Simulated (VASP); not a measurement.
Band-structure run, with input and output: GaN (part 2 of 2)

Continued. System: GaN (P6₃mc, 4 atoms in the cell). Method: Kohn-Sham DFT of a periodic cell, PBE, VASP PAW PBE potentials, recommended, no spin polarisation (VASP 6.6.1); cutoff 520 eV, 12×12×6 k-mesh, Gaussian smearing of 0.02 eV. The structure derives from an entry of the Crystallography Open Database.

Geometry of the input (Å; fractional positions):
```
3.2189  0.0000  0.0000
-1.6094  2.7876  0.0000
0.0000  0.0000  5.2446
Ga 0.3333  0.6667  0.9991
Ga 0.6667  0.3333  0.4991
N  0.3333  0.6667  0.3759
N  0.6667  0.3333  0.8759
```

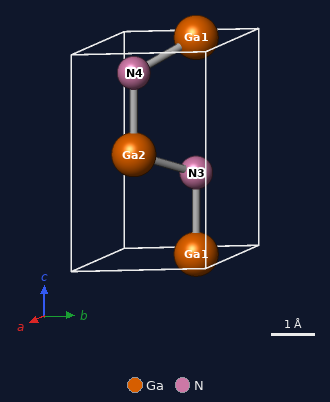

Figure 1. The structure (ball-and-stick view of the cell of the calculation, seen slightly off an axis; atoms are numbered from 1 in the order of the input). An atom can appear more than once, as a periodic image.

**Parts of OUTCAR, continued**
```
   k-points           NKPTS =     76   k-points in BZ     NKDIM =     76   number of bands    NBANDS=     22
   number of dos      NEDOS =    301   number of ions     NIONS =      4
   total plane-waves  NPLWV =  23040
   dimension x,y,z NGX =    24 NGY =   24 NGZ =   40
   dimension x,y,z NGXF=    48 NGYF=   48 NGZF=   80
   ions per type =               2   2
   NGX,Y,Z   is equivalent  to a cutoff of  12.40, 12.40, 12.68 a.u.
   NGXF,Y,Z  is equivalent  to a cutoff of  24.79, 24.79, 25.36 a.u.
 SYSTEM =  GaN
   PREC   = accura    normal or accurate (medium, high low for compatibility)
   ISTART =      0    job   : 0-new  1-cont  2-samecut
   ICHARG =      2    charge: 1-file 2-atom 10-const
   ISPIN  =      1    spin polarized calculation?
   LNONCOLLINEAR =      F non collinear calculations
   LSORBIT =      F    spin-orbit coupling
   LASPH  =      T    aspherical Exc in radial PAW
   ENCUT  =  520.0 eV  38.22 Ry    6.18 a.u.   5.98  5.98  9.75*2*pi/ulx,y,z
   NELM   =     80;   NELMIN=  2; NELMDL= -5     # of ELM steps
   EDIFF  = 0.1E-06   stopping-criterion for ELM
   LREAL  =      F    real-space projection
   EDIFFG = 0.1E-05   stopping-criterion for IOM
   NSW    =      0    number of steps for IOM
   IBRION =     -1    ionic relax: 0-MD 1-quasi-New 2-CG
   NFREE  =      0    steps in history (QN), initial steepest desc. (CG)
   ISIF   =      2    stress and relaxation
   ISYM   =      2    0-nonsym 1-usesym 2-fastsym
   POTIM  = 0.5000    time-step for ionic-motion
   TEBEG  =    0.0;   TEEND  =   0.0 temperature during run
   PSTRESS=    0.0 pullay stress
   NELECT =      36.0000    total number of electrons
   NUPDOWN=      -1.0000    fix difference up-down
   EMIN   =  10.00;   EMAX   =-10.00  energy-range for DOS
   EFERMI =   0.00;   METHOD = LEGACY
   ISMEAR =     0;   SIGMA  =   0.02  broadening in eV -4-tet -1-fermi 0-gaus
   EFERMI_NEDOS =   21; number of points for ismear=-14 and -15
   IALGO  =     38    algorithm
   IMIX   =      4    mixing-type and parameters
     AMIX     =   0.20;   BMIX     =  1.00
     AMIX_MAG =   0.80;   BMIX_MAG =  1.00
  volume/ion in A,a.u.               =      11.77        79.39
  Fermi-wavevector in a.u.,A,eV,Ry     =   1.497240  2.829374 30.500573  2.241729
  Thomas-Fermi vector in A             =   2.609154
   LORBIT       =      0    0 simple, 1 ext, 2 COOP (PROOUT), +10 PAW based schemes
   GGA     = PE    functional components
   LHFCALC =     F    Hartree Fock is set to
   AEXX    =    0.0000 exact exchange contribution
   IVDW    =     0    specifies the selected vdW correction
   LEPSILON=     F    determine dielectric tensor
   LRPA    =     F    only Hartree local field effects (RPA)
 non-spin polarized calculation
 Gauss-broadening in eV      SIGMA  =   0.02
  energy-cutoff  :      520.00
  volume of cell :       47.06
 maximum number of plane-waves:      1292
 NGX is ok and might be reduce to    24
   NGX = 11   NGY = 11   NGZ = 19

 number of electron      35.9999957 magnetization

 Free energy of the ion-electron system (eV)
  ---------------------------------------------------
  ext. energy  EPLUGINS =         0.00000000
  ---------------------------------------------------
  free energy    TOTEN  =       -24.32789057 eV

  energy without entropy =      -24.32789057  energy(sigma->0) =      -24.32789057

 E-fermi :   5.1150     XC(G=0): -11.5120     alpha+bet :-13.0137

 val. band max:        5.0026979366   @ k =   0.0000   0.0000   0.0000
 cond. band min:       6.7142916078   @ k =   0.0000   0.0000   0.0000
 fundamental gap:      1.7115936712
 Fermi energy:         5.1149888471

 k-point     1 :       0.0000    0.0000    0.0000
  band No.  band energies     occupation
      1     -10.7279      2.00000
      2      -9.9067      2.00000
      3      -8.4177      2.00000
      4      -8.4033      2.00000
      5      -8.4033      2.00000
      6      -8.3477      2.00000
      7      -8.3477      2.00000
      8      -8.1736      2.00000
      9      -8.1736      2.00000
     10      -8.0837      2.00000
     11      -8.0837      2.00000
     12      -6.8475      2.00000
     13      -1.8553      2.00000
     14       4.0079      2.00000
     15       4.0079      2.00000
     16       4.9660      2.00000
     17       5.0027      2.00000
     18       5.0027      2.00000
     19       6.7143      0.00000
     20       9.0653      0.00000
     21      14.0210      0.00000
     22      14.7290      0.00000

 k-point     2 :       0.0833    0.0000    0.0000
  band No.  band energies     occupation
      1     -10.6637      2.00000
      2      -9.8910      2.00000
      3      -8.4118      2.00000
      4      -8.3941      2.00000
      5      -8.3797      2.00000
      6      -8.3405      2.00000
      7      -8.3352      2.00000
      8      -8.1788      2.00000
      9      -8.1743      2.00000
     10      -8.0942      2.00000
     11      -8.0823      2.00000
     12      -6.8005      2.00000
     13      -1.7596      2.00000
     14       3.5001      2.00000
     15       3.8680      2.00000
     16       4.3562      2.00000
     17       4.9015      2.00000
     18       4.9426      2.00000
     19       7.3127      0.00000
     20       9.5004      0.00000
     21      13.8504      0.00000
     22      14.2446      0.00000

 k-point     3 :       0.1667    0.0000    0.0000
  band No.  band energies     occupation
      1     -10.4901      2.00000
      2      -9.8527      2.00000
      3      -8.3895      2.00000
      4      -8.3716      2.00000
      5      -8.3262      2.00000
      6      -8.3009      2.00000
      7      -8.2936      2.00000
      8      -8.1929      2.00000
      9      -8.1723      2.00000
     10      -8.1161      2.00000
     11      -8.0786      2.00000
     12      -6.6687      2.00000
     13      -1.4845      2.00000
     14       2.3598      2.00000
     15       3.2688      2.00000
     16       3.5191      2.00000
     17       4.6931      2.00000
     18       4.7685      2.00000
     19       8.2579      0.00000
     20      10.3365      0.00000
     21      13.0281      0.00000
     22      13.7868      0.00000

 k-point     4 :       0.2500    0.0000    0.0000
  band No.  band energies     occupation
      1     -10.2655      2.00000
      2      -9.8112      2.00000
      3      -8.3665      2.00000
      4      -8.3493      2.00000
      5      -8.2878      2.00000
      6      -8.2544      2.00000
      7      -8.2086      2.00000
      8      -8.1791      2.00000
      9      -8.1588      2.00000
     10      -8.0738      2.00000
     11      -8.0680      2.00000
     12      -6.4827      2.00000
     13      -1.0844      2.00000
     14       1.1249      2.00000
     15       2.1506      2.00000
     16       3.0967      2.00000
     17       4.3225      2.00000
     18       4.5231      2.00000
     19       9.1074      0.00000
     20      10.7591      0.00000
     21      12.2604      0.00000
     22      13.3833      0.00000

 k-point     5 :       0.3333    0.0000    0.0000
  band No.  band energies     occupation
      1     -10.0690      2.00000
      2      -9.7814      2.00000
      3      -8.3542      2.00000
      4      -8.3380      2.00000
      5      -8.2610      2.00000
      6      -8.2097      2.00000
      7      -8.2073      2.00000
      8      -8.1784      2.00000
      9      -8.1313      2.00000
     10      -8.0681      2.00000
     11      -7.7347      2.00000
     12      -6.3154      2.00000
     13      -0.8195      2.00000
     14       0.2791      2.00000
     15       1.1575      2.00000
     16       2.7169      2.00000
     17       3.7934      2.00000
     18       4.2793      2.00000
     19       9.7117      0.00000
     20      10.5777      0.00000
     21      11.6383      0.00000
     22      13.2348      0.00000

 [... the levels of 18 k-points are left out ...]

 k-point    24 :       0.3333    0.0000    0.1667
  band No.  band energies     occupation
      1     -10.0330      2.00000
      2      -9.7848      2.00000
      3      -8.3581      2.00000
      4      -8.3289      2.00000
      5      -8.2750      2.00000
      6      -8.2171      2.00000
      7      -8.2118      2.00000
      8      -8.1653      2.00000
      9      -8.1284      2.00000
     10      -8.0740      2.00000
     11      -7.6844      2.00000
     12      -6.4741      2.00000
     13      -0.8472      2.00000
     14       0.4893      2.00000
     15       1.1357      2.00000
     16       2.8085      2.00000
     17       3.8820      2.00000
     18       4.1575      2.00000
     19       9.4374      0.00000
     20      10.6193      0.00000
     21      11.8869      0.00000
     22      13.0667      0.00000

 [... further k-points ...]

------------------------ aborting loop because EDIFF is reached ----------------------------------------

  FORCE on cell =-STRESS in cart. coord.  units (eV):
  Direction    XX          YY          ZZ          XY          YZ          ZX
  --------------------------------------------------------------------------------------
  -------------------------------------------------------------------------------------
  Total        0.0091872      0.0091872      0.0096653      0.0000000     -0.0000000      0.0000000
  in kB        0.3127805      0.3127805      0.3290599      0.0000000     -0.0000000      0.0000000
  external PRESSURE =       0.3182070 kB  Pullay stress =       0.0000000 kB

 VOLUME and BASIS-vectors are now :
 -----------------------------------------------------------------------------
  energy-cutoff  :      520.00
  volume of cell :       47.06
      direct lattice vectors                 reciprocal lattice vectors
     3.218888488  0.000000000  0.000000000     0.310666245  0.179363241  0.000000000
    -1.609444244  2.787639198  0.000000000     0.000000000  0.358726481  0.000000000
     0.000000000  0.000000000  5.244569788     0.000000000  0.000000000  0.190673409

 POSITION                                       TOTAL-FORCE (eV/Angst)
 -----------------------------------------------------------------------------------
     -0.00000      1.85843      5.24007         0.000000     -0.000000     -0.000136
      1.60944      0.92921      2.61779        -0.000000      0.000000     -0.000136
     -0.00000      1.85843      1.97121         0.000000     -0.000000      0.000136
      1.60944      0.92921      4.59350        -0.000000      0.000000      0.000136
 -----------------------------------------------------------------------------------
    total drift:                               -0.000011      0.000005     -0.001174

  FREE ENERGIE OF THE ION-ELECTRON SYSTEM (eV)
  ---------------------------------------------------
  free  energy   TOTEN  =       -24.3278905664 eV

  energy  without entropy=      -24.3278905664  energy(sigma->0) =      -24.32789057
```

**CONTCAR**
```
GaN
   1.00000000000000
     3.2188884879000002    0.0000000000000000    0.0000000000000000
    -1.6094442439000001    2.7876391981999999    0.0000000000000000
     0.0000000000000000    0.0000000000000000    5.2445697878999997
  Ga              N
     2     2
Direct
     0.3333333300000021    0.6666666699999979    0.9991422419515814
     0.6666666699999979    0.3333333300000021    0.4991422419515814
     0.3333333300000021    0.6666666699999979    0.3758577580484186
     0.6666666699999979    0.3333333300000021    0.8758577580484186

  0.00000000E+00  0.00000000E+00  0.00000000E+00
  0.00000000E+00  0.00000000E+00  0.00000000E+00
  0.00000000E+00  0.00000000E+00  0.00000000E+00
  0.00000000E+00  0.00000000E+00  0.00000000E+00
```
